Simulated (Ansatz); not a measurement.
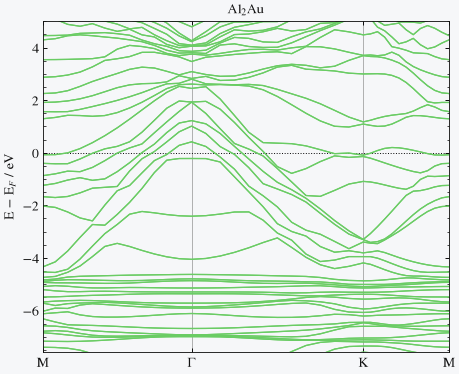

Band structure of a (111) slab cut from Al2Au (Fm-3m), ended by Al planes, 9 atoms in the cell. Level of theory: DFT PBE, spin-orbit coupling, plane waves, PAW, 9×9×1 k mesh; code Ansatz. Energies are counted from the Fermi level.

A metal: bands cross the Fermi level along this path. Bands cross the Fermi level on every line of the path. At Γ the nearest levels lie 0.22 eV below and 0.41 eV above the Fermi level.
